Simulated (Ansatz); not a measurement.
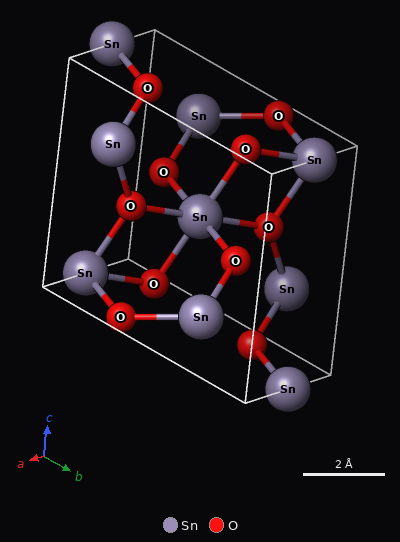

**Figure 1.** The input geometry (ball-and-stick view of the cell of the calculation, seen slightly off an axis). An atom can appear more than once, as a periodic image. Near neighbours in the periodic cell (some may lie outside the picture): Sn has 6 O at 2.09 Å; O has 3 Sn at 2.09 Å.

SnO₂: band-structure calculation

SnO₂ (P4₂/mnm, 12 atoms in the cell), computed with DFT PBEsol, scalar-relativistic, plane waves, PAW, no spin polarisation (Ansatz 0.2.0).

The structure was made by a generator, so it may or may not be a known phase.

**Output**
```
Warning: the atoms were moved onto the symmetric positions of the space group found under crystal.symmetry.tolerance 1.0e-5 (fractional; no operation is sought that the atoms, as they stand in a round, miss by more than twice it, and no atom is moved by as much as it), and the run uses the moved positions. Before a round's move an operation carried an atom to 3.48e-5 Å from where it should land, the largest such distance. Atom 5 (counting from 0) moved farthest, by 1.74e-5 Å; the longest move in fractions of the cell, of whichever atom, is 0.36 of the tolerance, in 1 round. To run the atoms as typed, lower crystal.symmetry.tolerance until the operations that they miss are no longer found, or set crystal.symmetry.detect: false (a key that needs symmetry detection or time reversal refuses this as the deck is read). The positions used, in the order of the run's atom list: position: [1.0, 0.75, 0.25]; position: [1.013750207097628e-17, 0.25, 0.75]; position: [0.5, 0.0, 0.0]; position: [0.5, 0.5, 0.5]; position: [0.1934204716, 0.6934204716000001, 1.4250852881520773e-17]; position: [0.6934222287, 0.25, 0.4434222287]; position: [0.1934204716, 0.19342047160000003, 0.5]; position: [0.3065777713, 0.25, 0.0565777713]; position: [0.6934222287, 0.75, 0.9434222287]; position: [0.3065777713, 0.75, 0.5565777713]; position: [0.8065795284, 0.8065795284, 0.5]; position: [0.8065795284, 0.30657952839999997, 1.0];
Warning: 16 symmetry operations that the atoms keep within the bar at which the run's group was sought (crystal.symmetry.tolerance 1.0e-5, or twice it) were not taken beside the 16 unitary ones that the detection took (of a slab, those that keep its plane). If the more symmetric cell is meant, write the vectors of crystal.lattice to more decimals, or, with the positions in fractional coordinates, give it by lengths and angles (which lays the cell in the standard orientation, to which the deck's other Cartesian keys then refer), with the lengths that are meant to be equal typed equal, the angles likewise, and each angle that the symmetry fixes typed at its exact value (of a frozen-density pass: in the run whose state it reads). The detection then takes those 16 too, where the atoms keep them as a group. The lattice (crystal.lattice as typed, or as saved on a frozen-density pass laid at its state's geometry) misses each of them by more than the tolerance, the farthest off changing a squared length by the fraction 1.8e-5. The run does not impose them: its cell is that one, or, where this deck is also told that its lattice was moved onto its group, that cell laid onto the operations that were taken. If the cell is strained on purpose, what lies past the tolerance is rightly left out.
scf.n_extra_bands = 30 over 52 filled bands (N_el = 104.0): the run solves 82 bands
Engine: ansatz 0.2.0, aarch64-unknown-linux-gnu
Pseudopotentials: kind: paw
Pseudopotential: Sn, paw, valence charge 14, recommended cutoff 420 eV (normal), Sn.paw.azcp
Pseudopotential: O, paw, valence charge 6, recommended cutoff 420 eV (normal), O.paw.azcp
Functional definition: PBEsol
  exchange = pbesol_x
  correlation = pbesol_c
Crystal: 12 atoms, lattice volume = 150.929 Å³
Basis set: ecut = 420 eV, 2975 PW (Γ), exchange–correlation on 80×80×80 points (8 copies of the dense FFT grid, shifted against one another)
Bands: 82, of which v1, the nominal top of the filled ones, is band 52 counted from 1 (51 counted from 0)
Symmetry: 16 space group operations
Space group: Cmmm (ITA 65), of the structure as read, at distance tolerance 5.3e-5 Å
k-points: 46 of 216
Non-local potential: Sn, projectors of the file, l = 0: 2, l = 1: 2, l = 2: 2, l = 3: 2
Non-local potential: O, projectors of the file, l = 0: 2, l = 1: 2, l = 2: 1
PAW form: soft (Blöchl's): semilocal exchange-correlation on the pseudo side does not see the compensation charge
PAW frozen core: Sn, regenerated for the run's functional, and the local potential with it (the file was generated under x = pbe(κ = 0.804, μ = 0.2195149727645171), c = pbe(β = 0.06672455060314922))
PAW frozen core: O, regenerated for the run's functional, and the local potential with it (the file was generated under x = pbe(κ = 0.804, μ = 0.2195149727645171), c = pbe(β = 0.06672455060314922))
PAW one-centre angular grid: Sn, 590 points (default); XC on 64 Gauss nodes
PAW one-centre angular grid: O, 110 points (default); XC on 64 Gauss nodes
Initial density: superposition of atomic densities (neutral atoms: chi_scale 0, normalization atom), corrected by the library's trained network
Initial wavefunctions: pseudopotential atomic-orbital guess
Functional: x = pbesol(κ = 0.804, μ = 0.12345679012345678), c = pbesol(β = 0.046)
SCF iter   1: F=—  HF=-28286.138248 eV  |F-HF|=—  |Δ(HF+E_count)|=         —  Δρ=1.62e-2  dr2=3.20e-1  ethr=1.77e-3  ⟨swp⟩=5.7  Hψ=16164  notcnv=0  defer=468
preconditioner: auto → Resta (q_TF=auto, 2.564 Å⁻¹)  ε∞=2.8  [insulator: Δε(μ)=0.444 eV  Ē_g=22.837 eV  σ=0.020 eV  W_gap=1.00  n_scr=42 (ndim 8)  ℏωp=30.8 eV  f_vac=0.038  D(μ)=0.00/eV (n_scr^D=0)  ε∞_Penn≈2.8]
SCF iter   2: F=—  HF=-28286.049235 eV  |F-HF|=—  |Δ(HF+E_count)|=   8.90e-2  Δρ=3.06e-3  dr2=6.64e-3  ethr=3.08e-4  ⟨swp⟩=2.0  Hψ=5409  notcnv=0  defer=1132
SCF iter   3: F=—  HF=-28286.047591 eV  |F-HF|=—  |Δ(HF+E_count)|=   1.64e-3  Δρ=1.13e-3  dr2=1.28e-3  ethr=6.38e-6  ⟨swp⟩=2.0  Hψ=4938  notcnv=0  defer=1132
SCF iter   4: F=—  HF=-28286.047680 eV  |F-HF|=—  |Δ(HF+E_count)|=   8.90e-5  Δρ=3.01e-4  dr2=1.16e-4  ethr=1.23e-6  ⟨swp⟩=2.7  Hψ=4741  notcnv=0  defer=1132
SCF iter   5: F=—  HF=-28286.047726 eV  |F-HF|=—  |Δ(HF+E_count)|=   4.54e-5  Δρ=3.62e-5  dr2=2.21e-6  ethr=1.11e-7  ⟨swp⟩=2.7  Hψ=4328  notcnv=0  defer=1132
SCF iter   6: F=—  HF=-28286.047746 eV  |F-HF|=—  |Δ(HF+E_count)|=   2.01e-5  Δρ=1.09e-5  dr2=1.53e-7  ethr=2.13e-9  ⟨swp⟩=2.1  Hψ=4423  notcnv=0  defer=1132
SCF iter   7: F=—  HF=-28286.047746 eV  |F-HF|=—  |Δ(HF+E_count)|=   2.88e-8  Δρ=1.15e-5  dr2=1.72e-7  ethr=9.62e-11  ⟨swp⟩=18.3  Hψ=31238  notcnv=0
SCF iter   8: F=-28286.047746 eV  HF=-28286.047746 eV  |F-HF|=4.47e-10  |Δ(HF+E_count)|=   3.29e-8  Δρ=1.20e-6  dr2=2.18e-9  ethr=9.62e-11  ⟨swp⟩=7.6  Hψ=19435  notcnv=0
SCF 1 converged in 8 iterations: F = -28286.047746 eV  dr2 = 2.18e-9
  greatest PAW one-centre occupation: 0.996 electrons in one spin orbital (limit 2), on the Sn atom at site 1 (counted from 0), in its partial waves of l = 2
NSCF: frozen V_eff on 93 k-points
NSCF: frozen V_eff on 125 k-points
SCF converged after 8 iterations
Free energy (F): -28286.047746 eV
Harris-Foulkes:  -28286.047746 eV  (|F-HF|=4.47e-10)
Internal energy: -28286.047746 eV  (E = F + TS)
E sigma→0 (E₀):  -28286.047746 eV
Fermi energy:    8.904945 eV
--- Per-component energies (eV) ---
  E_band       = -321.129390
  E_kinetic    = 2150.196500
  E_local      = -5922.261984  (includes V_loc(G=0)·N_el)
  E_nonlocal   = 276.810616
  E_hartree    = 3033.801454
  E_xc         = -2084.936472
  E_vxc        = -1120.125110  (∫ρ·V_xc dr)
  E_paw        = -17523.933481  (= ΣΔE_a)
  E_vpaw       = -1773.372845  (= ΣTr[D̂ρ^β])
  E_aug_tail   = 0.019640  (compensation charges beyond the density's cutoff)
  E_ewald      = -8217.165681
  E_core_change = 1.421662  (= ΣΔE_core)
  E_smearing   = -0.000000  (= −TS)
  E_closure    = -0.000000  (closes the sum)
  Σ components = -28286.047746   (vs F -28286.047746, Δ=0.00e0)
--- Forces (eV/Å), atoms counted from 1 ---
  atom   1  Sn     0.00000000    -0.00000000    -0.00000000
  atom   2  Sn     0.00000000    -0.00000000     0.00000000
  atom   3  Sn     0.00000000     0.00000000     0.00000000
  atom   4  Sn     0.00000000    -0.00000000     0.00000000
  atom   5  O     -0.00000000     0.00000000    -0.06095599
  atom   6  O     -0.00000000    -0.06132485    -0.00000000
  atom   7  O     -0.00000000     0.00000000    -0.06095599
  atom   8  O      0.00000000     0.06132485     0.00000000
  atom   9  O     -0.00000000    -0.06132485    -0.00000000
  atom  10  O      0.00000000     0.06132485     0.00000000
  atom  11  O      0.00000000    -0.00000000     0.06095599
  atom  12  O      0.00000000    -0.00000000     0.06095599
  max |Σ_I F_I| component: 1.39e-17 eV/Å
--- Stress (GPa, compression-positive) ---
       -6.426420       0.000000       0.000000
        0.000000      -5.477929      -0.000000
        0.000000      -0.000000      -5.481390
  P = ⅓ Tr σ = -5.7952 GPa (-57.952 kbar)
--- Band table (eV; the first three rows and the last of 46) ---
  k-point 0: bands = ["-12.3666", "-12.1555", "-12.1555", "-11.7293", "-11.7293", "-11.7066", "-11.4926", "-11.4709", "-11.4708", "-11.3926", "-11.3631", "-11.3600", "-11.3599", "-11.3062", "-11.3062", "-11.2918", "-11.2648", "-11.2647", "-11.2633", "-11.2632", "-10.0085", "-8.2605", "-8.2604", "-8.2586", "-8.2585", "-7.0264", "-7.0262", "-6.7229", "0.5618", "0.7696", "0.7696", "3.7606", "3.7606", "4.6533", "4.6533", "4.7832", "5.6534", "6.0620", "6.0621", "6.1455", "6.1455", "6.5997", "6.6111", "7.3418", "7.3419", "7.6810", "7.6810", "7.8249", "7.8250", "7.8621", "7.8621", "8.6125", "9.1974", "12.8671", "12.8672", "14.2008", "14.5195", "14.5195", "17.0568", "17.0570", "18.5826", "18.6072", "19.0458", "19.0458", "19.0885", "19.0885", "19.9718", "19.9721", "20.6519", "20.6974", "21.2400", "21.2401", "22.9004", "23.4064", "23.4065", "23.7034", "23.7036", "24.8890", "25.5946", "25.5946", "26.9898", "27.0741"]
  k-point 1: bands = ["-12.3191", "-12.1705", "-12.1180", "-11.7513", "-11.6980", "-11.6755", "-11.5329", "-11.5275", "-11.4785", "-11.4023", "-11.3581", "-11.3559", "-11.3549", "-11.3078", "-11.3063", "-11.2939", "-11.2851", "-11.2834", "-11.2723", "-11.2716", "-9.9274", "-8.3882", "-8.2695", "-8.1841", "-8.1691", "-7.1073", "-7.0269", "-6.7847", "0.6530", "0.9332", "1.0273", "3.9434", "3.9465", "4.3827", "4.7172", "4.8631", "5.0583", "5.7609", "5.9443", "5.9493", "6.0825", "6.6795", "6.8992", "7.0696", "7.1222", "7.6298", "7.6453", "7.6861", "7.7907", "7.8245", "7.8804", "8.5073", "10.0381", "13.0113", "13.0859", "14.2156", "14.9011", "14.9082", "16.9219", "17.2222", "18.0042", "18.6852", "18.9299", "19.0895", "19.3369", "19.3443", "19.8749", "19.9597", "20.5709", "20.6681", "21.0305", "21.2397", "22.6032", "22.7487", "23.1704", "23.1711", "24.3484", "24.6852", "25.7388", "25.7454", "25.8911", "25.9105"]
  k-point 2: bands = ["-12.1999", "-12.1587", "-12.0108", "-11.8203", "-11.7835", "-11.6732", "-11.5888", "-11.5825", "-11.4454", "-11.4006", "-11.3586", "-11.3455", "-11.3412", "-11.3351", "-11.3164", "-11.3138", "-11.3051", "-11.3002", "-11.2900", "-11.2891", "-9.6728", "-8.7691", "-8.2257", "-8.0807", "-7.9343", "-7.3271", "-7.0076", "-6.9074", "0.9366", "1.2675", "1.7153", "3.6381", "4.1508", "4.4555", "4.4657", "4.7780", "4.9188", "5.1197", "5.6347", "5.8209", "5.9331", "6.3434", "6.6531", "7.0456", "7.3277", "7.3389", "7.5032", "7.5945", "7.7638", "7.8549", "7.9445", "8.3109", "11.3800", "13.1109", "13.6367", "14.2891", "15.7762", "15.8340", "16.7338", "17.3910", "17.4971", "17.9048", "18.8085", "19.0393", "19.5081", "19.5960", "19.9442", "20.3338", "20.4820", "20.5999", "20.6632", "20.9892", "21.7850", "22.1774", "22.6059", "22.9791", "23.5270", "24.4603", "24.8851", "25.7154", "26.0259", "26.1452"]
  k-point 45: bands = ["-12.1451", "-12.1450", "-12.1273", "-12.1272", "-11.7154", "-11.7154", "-11.4729", "-11.4728", "-11.4689", "-11.4688", "-11.3580", "-11.3579", "-11.3213", "-11.3212", "-11.3112", "-11.3112", "-11.2699", "-11.2698", "-11.2624", "-11.2623", "-8.4169", "-8.4168", "-8.3764", "-8.3763", "-8.3664", "-8.3663", "-6.9540", "-6.9539", "1.4787", "1.4788", "3.0395", "3.0396", "4.4776", "4.4777", "4.8091", "4.8091", "4.8551", "4.8551", "5.6655", "5.6657", "5.9997", "5.9998", "6.7057", "6.7057", "7.0578", "7.0578", "7.2691", "7.2692", "7.4135", "7.4136", "7.7482", "7.7483", "12.8126", "12.8128", "14.1295", "14.1297", "15.6357", "15.6358", "17.8106", "17.8106", "18.7740", "18.7740", "18.9211", "18.9215", "18.9605", "18.9608", "20.5941", "20.5942", "20.7192", "20.7193", "20.9221", "20.9221", "21.6114", "21.6115", "21.8886", "21.8887", "22.7075", "22.7076", "25.3680", "25.3681", "26.0426", "26.0427"]
--- Löwdin populations: 12 sites ---
  site symbol       q [e]
     0     Sn     12.3194
     1     Sn     12.3194
     2     Sn     12.3194
     3     Sn     12.3194
     4      O      6.7745
     5      O      6.7745
     6      O      6.7745
     7      O      6.7745
     8      O      6.7745
     9      O      6.7745
    10      O      6.7745
    11      O      6.7745
  spilling = 0.005059 (of n_electrons = 104.000000)
```

**File populations.tsv**
```
# site	symbol	l	j	q
# orbitals = lowdin
# n_electrons = 104.000000
# spilling = 0.005059
0	Sn	0_5S	-	0.905083
0	Sn	1_5P	-	1.420823
0	Sn	2_4D	-	9.993504
1	Sn	0_5S	-	0.905083
1	Sn	1_5P	-	1.420823
1	Sn	2_4D	-	9.993504
2	Sn	0_5S	-	0.905092
2	Sn	1_5P	-	1.420820
2	Sn	2_4D	-	9.993504
3	Sn	0_5S	-	0.905092
3	Sn	1_5P	-	1.420820
3	Sn	2_4D	-	9.993504
4	O	0_2S	-	1.729102
4	O	1_2P	-	5.045428
5	O	0_2S	-	1.729098
5	O	1_2P	-	5.045423
6	O	0_2S	-	1.729102
6	O	1_2P	-	5.045428
7	O	0_2S	-	1.729098
7	O	1_2P	-	5.045423
8	O	0_2S	-	1.729098
8	O	1_2P	-	5.045423
9	O	0_2S	-	1.729098
9	O	1_2P	-	5.045423
10	O	0_2S	-	1.729102
10	O	1_2P	-	5.045428
11	O	0_2S	-	1.729102
11	O	1_2P	-	5.045428
```

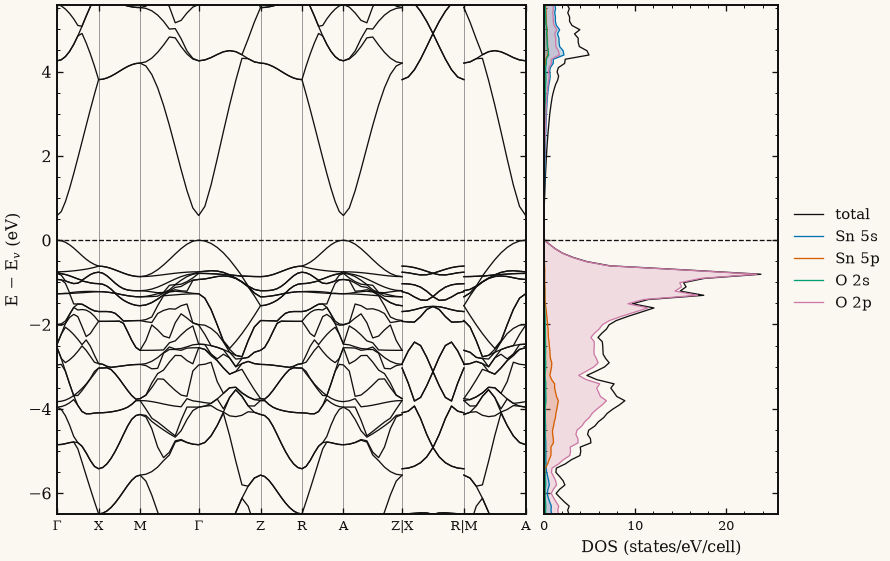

**Figure 2.** Band structure along Γ–X–M–Γ–Z–R–A–Z|X–R|M–A and density of states (projected on Löwdin-orthogonalised atomic shells), with energies from the valence-band top. There is a gap of 0.58 eV on this path, direct, at Γ.

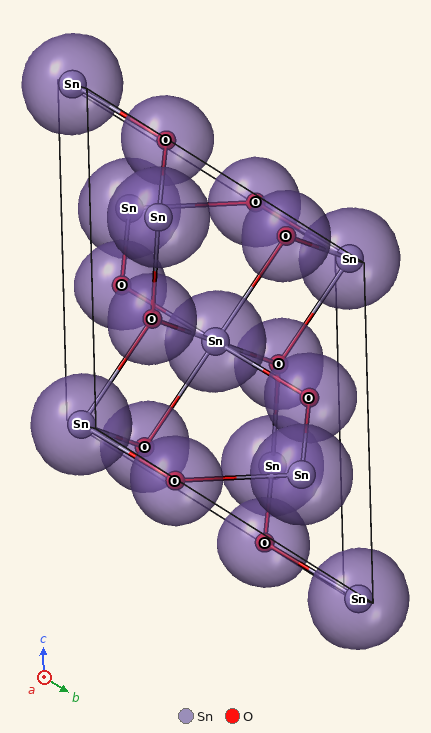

**Figure 3.** Isosurface of the valence pseudo-density at 1 e/Å³ (purple), seen at an oblique angle. Sticks mark near contacts. The outline is the calculation cell. At this value the density breaks into separate islands; it holds about 70 % of the electrons treated as valence (semicore included). It is pinched off along the Sn–O (2.09 Å) contacts. On the grid the lowest density along these lines, outside the cores, is 0.63 e/Å³ (Sn–O, 2.09 Å). Core electrons are frozen (PAW), so the fields are smoothed inside the atomic spheres.

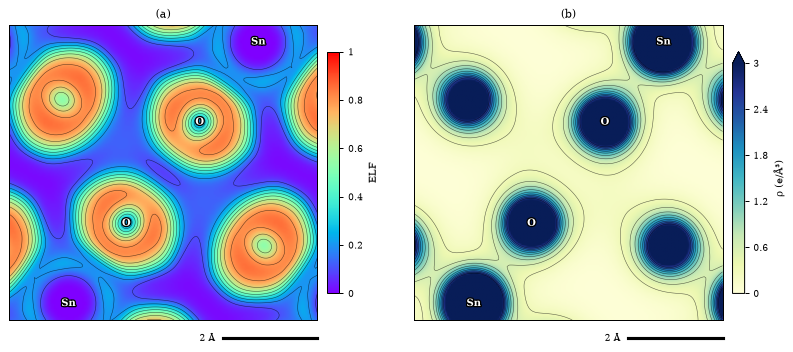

**Figure 4.** (a) ELF; (b) valence electron density on the (010) plane of the calculation cell. Sn–O (2.09 Å): the density is about 0.62 e/Å³ at the midpoint; the ELF is about 0.25 at the midpoint. Away from the nuclei the density in this plane falls to 0.03 e/Å³ at its lowest.

The run was set up as follows.

**The input**
```yaml
crystal:
  lattice:
    - [-3.2382539508, 3.413489471, 3.413520788]
    - [3.2382539508, -3.413489471, 3.413520788]
    - [3.2382539508, 3.413489471, -3.413520788]
  atoms:
    - { symbol: Sn, position: [0.9999994769, 0.7499994769, 0.25] }
    - { symbol: Sn, position: [5.231e-07, 0.2500005231, 0.75] }
    - { symbol: Sn, position: [0.5, 0.0, 0.0] }
    - { symbol: Sn, position: [0.5, 0.5, 0.5] }
    - { symbol: O, position: [0.1934204716, 0.6934207181, 2.465e-07] }
    - { symbol: O, position: [0.6934247751, 0.2500025464, 0.4434222287] }
    - { symbol: O, position: [0.1934204716, 0.1934202251, 0.4999997535] }
    - { symbol: O, position: [0.3065803177, 0.2500025464, 0.0565777713] }
    - { symbol: O, position: [0.6934196823, 0.7499974536, 0.9434222287] }
    - { symbol: O, position: [0.3065752249, 0.7499974536, 0.5565777713] }
    - { symbol: O, position: [0.8065795284, 0.8065797749, 0.5000002465] }
    - { symbol: O, position: [0.8065795284, 0.3065792819, 0.9999997535] }
basis:
  ecutwfc: 420
kpoints:
  mp_grid: { grid: [6, 6, 6] }
  band_path:
    path:
      - [[0.0, 0.0, 0.0], [0.0, -0.5, 0.5], [-0.5, -0.50000459, 0.50000459], [0.0, 0.0, 0.0], [-0.5, 0.5, 0.5], [-0.5, 0.0, 1.0], [-1.0, -4.59e-06, 1.00000459], [-0.5, 0.5, 0.5]]
      - [[0.0, -0.5, 0.5], [-0.5, 0.0, 1.0]]
      - [[-0.5, -0.50000459, 0.50000459], [-1.0, -4.59e-06, 1.00000459]]
    npoints: 10
hamiltonian:
  xc: pbesol
scf:
  occupations: { method: gaussian, width: 0.02 }
  n_extra_bands: 30
output:
  forces: true
  stress: true
  eigenvalues: true
  populations: true
  dos: { projected: true, de: 0.02, nscf_kmesh: { grid: [9, 9, 9] } }
  bader: false
  write_density: true
  write_potential: true
  elf: true
  volumetric_format: npy
```

Launch command:
```bash
ansatz run input.yaml --threads 1 --pin off --max-ram 2560MiB --backend cpu --events-out ev --progress --plain --runs-dir out
```

**Results in brief**

| quantity | value |
| --- | --- |
| outcome | converged |
| space group (tolerance 0.01 Å) | P4₂/mnm (136) |
| electrons treated | 104 |
| free energy | −28286.0477 eV |
| Fermi energy | 8.905 eV |
| gap on the k-point mesh | 0.58 eV |
| gap on the band path | 0.58 eV |
| pressure | −5.80 GPa |
| largest force (length of the vector) | 0.061 eV/Å |
| hardware | 1 thread of Arm Neoverse V2, 24 GiB of memory available, shared host |
| wall time | 2.5 min |
| peak memory | 1 GiB |

**Remarks**

The program warns: near-symmetries of the structure were not used; the structure was made exactly symmetric. The cell is under a tension of 5.8 GPa at this level, so it is not at its equilibrium volume.
